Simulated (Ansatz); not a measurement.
## Single-point calculation, with input and output: SnO2

SnO2 (6 atoms in the cell), computed with DFT PBE, scalar-relativistic, plane waves, PAW, no spin polarisation (Ansatz 0.2.0).

The structure derives from a Materials Project entry.

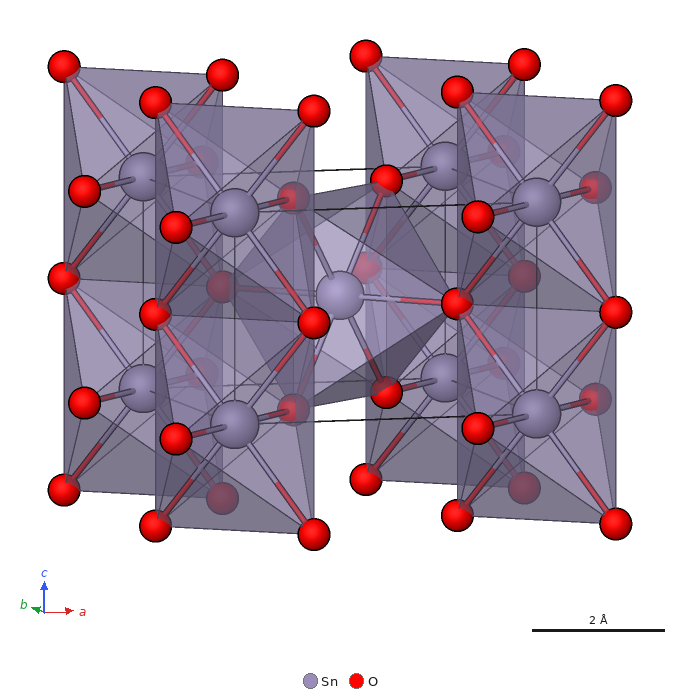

Figure 1. The structure (polyhedral view of the cell of the calculation, seen slightly off an axis; polyhedra are completed across the faces of the cell).

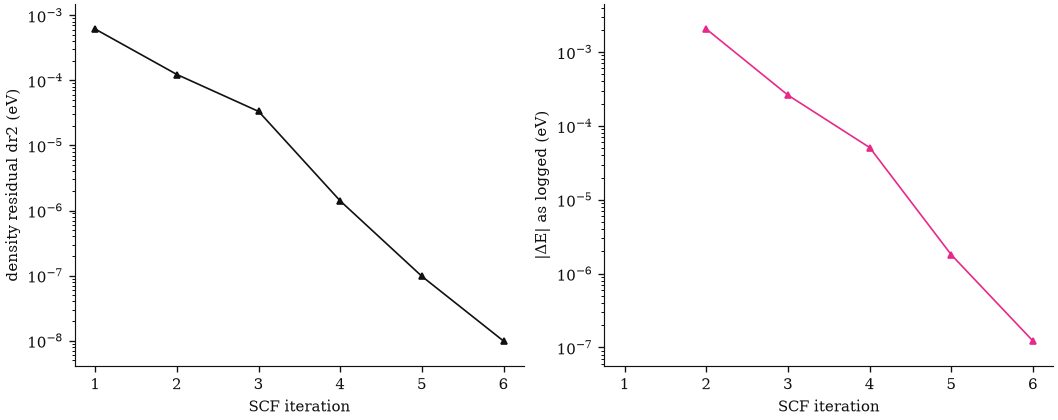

Figure 2. Convergence of the self-consistent field: density residual dr2 and size of the energy change against the SCF iteration. The residual falls at every step.

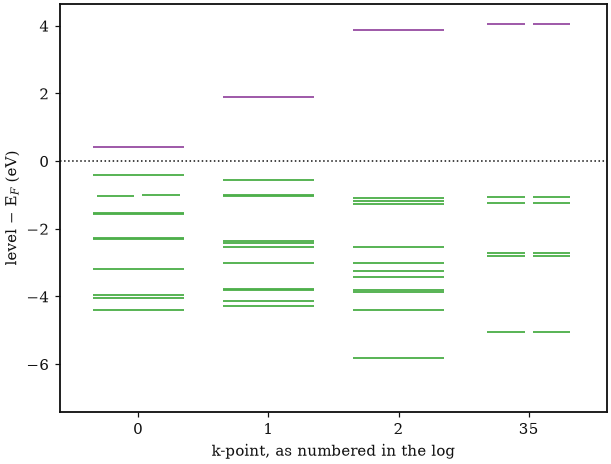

Figure 3. Kohn–Sham levels near the Fermi level (dotted) at the few k-points that the log prints; levels within 0.02 eV of each other stand side by side. Among these points the highest filled and lowest empty levels are 0.81 eV apart, which is the gap on the mesh.

The input that produced these results follows, with the program's output.

## Input
```yaml
crystal:
  lattice:
    - [4.788004, 0.0, 0.0]
    - [0.0, 4.866582, 0.0]
    - [0.0, 0.0, 3.240898]
  atoms:
    - { symbol: Sn, position: [0.5, 0.5, 0.5] }
    - { symbol: Sn, position: [0.0, 0.0, 0.0] }
    - { symbol: O, position: [0.291855, 0.321042, 0.0] }
    - { symbol: O, position: [0.791855, 0.178958, 0.5] }
    - { symbol: O, position: [0.208145, 0.821042, 0.5] }
    - { symbol: O, position: [0.708145, 0.678958, 0.0] }
basis:
  ecutwfc: 420
kpoints:
  mp_grid: { grid: [4, 4, 6] }
hamiltonian:
  xc: pbe
scf:
  occupations: { method: gaussian, width: 0.1 }
output:
  forces: true
  stress: true
  eigenvalues: true
```

Command:
```bash
ansatz run input.yaml --threads 1 --pin off --max-ram 2560MiB --backend cpu --events-out ev --progress --plain --runs-dir out
```

## What the program printed
```
Engine: ansatz 0.2.0, x86_64-unknown-linux-gnu
Pseudopotentials: kind: paw
Pseudopotential: Sn, paw, valence charge 14, recommended cutoff 420 eV (normal), Sn.paw.azcp
Pseudopotential: O, paw, valence charge 6, recommended cutoff 420 eV (normal), O.paw.azcp
Functional definition: PBE
  parameter kappa = 0.804
  parameter beta = 0.06672455060314922
  exchange = pbe_x(kappa = kappa, mu = beta*pi^2/3)
  correlation = pbe_c(beta = beta)
Crystal: 6 atoms, lattice volume = 75.517 Å³
Basis set: ecut = 420 eV, 1479 PW (Γ), exchange–correlation on 72×72×48 points (8 copies of the dense FFT grid, shifted against one another)
Bands: 32, of which v1, the nominal top of the filled ones, is band 26 counted from 1 (25 counted from 0)
Symmetry: 8 space group operations
Space group: Pnnm (ITA 58), of the structure as read, at distance tolerance 4.2e-5 Å
k-points: 36 of 96
Non-local potential: Sn, projectors of the file, l = 0: 2, l = 1: 2, l = 2: 2, l = 3: 2
Non-local potential: O, projectors of the file, l = 0: 2, l = 1: 2, l = 2: 1
PAW form: soft (Blöchl's): semilocal exchange-correlation on the pseudo side does not see the compensation charge
PAW one-centre angular grid: Sn, 590 points (default); XC on 64 Gauss nodes
PAW one-centre angular grid: O, 110 points (default); XC on 64 Gauss nodes
Initial density: superposition of atomic densities (neutral atoms: chi_scale 0, normalization atom), corrected by the library's trained network
Initial wavefunctions: pseudopotential atomic-orbital guess
Functional: x = pbe(κ = 0.804, μ = 0.2195149727645171), c = pbe(β = 0.06672455060314922)
SCF iter   1: F=—  HF=-14317.952141 eV  |F-HF|=—  |Δ(HF+E_count)|=         —  Δρ=1.35e-3  dr2=6.13e-4  ethr=1.77e-3  ⟨swp⟩=5.8  Hψ=4994  notcnv=0  defer=1
preconditioner: auto → Resta (q_TF=auto, 2.564 Å⁻¹)  ε∞=3.6  [insulator: Δε(μ)=0.810 eV  Ē_g=19.225 eV  σ=0.100 eV  W_gap=1.00  n_scr=18 (ndim 8)  ℏωp=30.8 eV  f_vac=0.031  D(μ)=0.00/eV (n_scr^D=0)  ε∞_Penn≈3.6]
SCF iter   2: F=—  HF=-14317.954186 eV  |F-HF|=—  |Δ(HF+E_count)|=   2.04e-3  Δρ=6.40e-4  dr2=1.23e-4  ethr=1.18e-6  ⟨swp⟩=2.1  Hψ=2383  notcnv=0  defer=3
SCF iter   3: F=—  HF=-14317.954446 eV  |F-HF|=—  |Δ(HF+E_count)|=   2.60e-4  Δρ=2.63e-4  dr2=3.33e-5  ethr=2.36e-7  ⟨swp⟩=2.9  Hψ=2122  notcnv=0
automatic band count: iteration 3 solves 31 bands in place of 32: the levels show a gap, and the empty bands left out lie too high to hold charge; the band table lists the bands solved (type scf.n_extra_bands for more)
SCF iter   4: F=—  HF=-14317.954497 eV  |F-HF|=—  |Δ(HF+E_count)|=   5.08e-5  Δρ=4.58e-5  dr2=1.40e-6  ethr=6.40e-8  ⟨swp⟩=2.0  Hψ=1529  notcnv=0
iter 5 did not close the SCF: its close was put off for the readings that it lacked (scf_convergence_deferred on its scf_iter line)
SCF iter   5: F=-14317.954499 eV  HF=-14317.954498 eV  |F-HF|=9.97e-8  |Δ(HF+E_count)|=   1.79e-6  Δρ=1.41e-5  dr2=9.71e-8  ethr=2.69e-9  ⟨swp⟩=3.0  Hψ=2053  notcnv=0
SCF iter   6: F=-14317.954499 eV  HF=-14317.954499 eV  |F-HF|=8.53e-9  |Δ(HF+E_count)|=   1.22e-7  Δρ=4.48e-6  dr2=9.83e-9  ethr=1.87e-10  ⟨swp⟩=5.5  Hψ=4488  notcnv=0
SCF 1 converged in 6 iterations: F = -14317.954499 eV  dr2 = 9.83e-9
  greatest PAW one-centre occupation: 0.996 electrons in one spin orbital (limit 2), on the Sn atom at site 1 (counted from 0), in its partial waves of l = 2
SCF converged after 6 iterations
Free energy (F): -14317.954499 eV
Harris-Foulkes:  -14317.954499 eV  (|F-HF|=8.53e-9)
Internal energy: -14317.954499 eV  (E = F + TS)
E sigma→0 (E₀):  -14317.954499 eV
Fermi energy:    9.036913 eV
--- Per-component energies (eV) ---
  E_band       = -154.912808
  E_kinetic    = 1077.548001
  E_local      = -2955.267530  (includes V_loc(G=0)·N_el)
  E_nonlocal   = 133.756041
  E_hartree    = 1519.787308
  E_xc         = -1053.172468
  E_vxc        = -561.552343  (∫ρ·V_xc dr)
  E_paw        = -8928.152675  (= ΣΔE_a)
  E_vpaw       = -888.982440  (= ΣTr[D̂ρ^β])
  E_aug_tail   = 0.009899  (compensation charges beyond the density's cutoff)
  E_ewald      = -4112.463075
  E_smearing   = -0.000000  (= −TS)
  E_closure    = 0.000000  (closes the sum)
  Σ components = -14317.954499   (vs F -14317.954499, Δ=0.00e0)
--- Forces (eV/Å), atoms counted from 1 ---
  atom   1  Sn     0.00000000     0.00000000     0.00000000
  atom   2  Sn     0.00000000     0.00000000     0.00000000
  atom   3  O      0.05971831    -0.03822271     0.00000000
  atom   4  O      0.05971831     0.03822271     0.00000000
  atom   5  O     -0.05971831    -0.03822271     0.00000000
  atom   6  O     -0.05971831     0.03822271     0.00000000
  max |Σ_I F_I| component: 6.94e-18 eV/Å
--- Stress (GPa, compression-positive) ---
       -0.352098       0.000000       0.000000
        0.000000      -0.537912       0.000000
        0.000000       0.000000      -0.780695
  P = ⅓ Tr σ = -0.5569 GPa (-5.569 kbar)
--- Band table (eV; the first three rows and the last of 36) ---
  k-point 0: bands = ["-12.2972", "-11.6467", "-11.4529", "-11.4276", "-11.4243", "-11.3545", "-11.3300", "-11.2612", "-11.2312", "-11.2278", "-9.8993", "-8.2068", "-8.1704", "-6.6988", "0.8020", "4.6461", "4.9809", "5.0680", "5.8370", "6.7458", "6.7763", "7.4731", "7.5091", "8.0190", "8.0254", "8.6339", "9.4399", "14.3872", "14.7332", "14.8896", "18.8566"]
  k-point 1: bands = ["-12.1857", "-11.6216", "-11.6201", "-11.5365", "-11.4121", "-11.3692", "-11.3215", "-11.2620", "-11.2576", "-11.2542", "-9.7445", "-7.8651", "-7.8352", "-6.8808", "0.8094", "4.7602", "4.8989", "5.2307", "5.2631", "6.0144", "6.4925", "6.6154", "6.6858", "8.0094", "8.0474", "8.4886", "10.9316", "14.8211", "15.7695", "15.9148", "17.6457"]
  k-point 2: bands = ["-11.9449", "-11.9446", "-11.9242", "-11.4951", "-11.3144", "-11.3005", "-11.3004", "-11.2985", "-11.2932", "-11.2665", "-9.2170", "-7.4552", "-7.2322", "-7.2158", "0.9866", "3.2095", "4.6313", "5.1602", "5.2224", "5.6263", "5.7963", "6.0242", "6.5055", "7.7668", "7.8667", "7.9448", "12.9119", "15.0292", "17.2467", "17.7253", "17.7611"]
  k-point 35: bands = ["-12.0941", "-12.0941", "-11.6754", "-11.6754", "-11.3221", "-11.3221", "-11.2757", "-11.2757", "-11.2322", "-11.2322", "-8.1892", "-8.1892", "-6.9991", "-6.9991", "1.0262", "1.0262", "3.9752", "3.9752", "6.2404", "6.2404", "6.3102", "6.3102", "7.8083", "7.8083", "7.9780", "7.9780", "13.0740", "13.0740", "17.3418", "17.3418", "19.2989"]
```

## Key numbers

| quantity | value |
| --- | --- |
| outcome | converged |
| space group (tolerance 0.01 Å) | Pnnm (58) |
| electrons treated | 52 |
| free energy | −14317.9545 eV |
| Fermi energy | 9.037 eV |
| gap on the k-point mesh | 0.81 eV |
| pressure | −0.56 GPa |
| largest force (length of the vector) | 0.071 eV/Å |
| hardware | 1 thread of AMD EPYC (Zen 3), 32 GiB of memory available, shared host |
| wall time | 3.9 s |
| peak memory | 0.42 GiB |
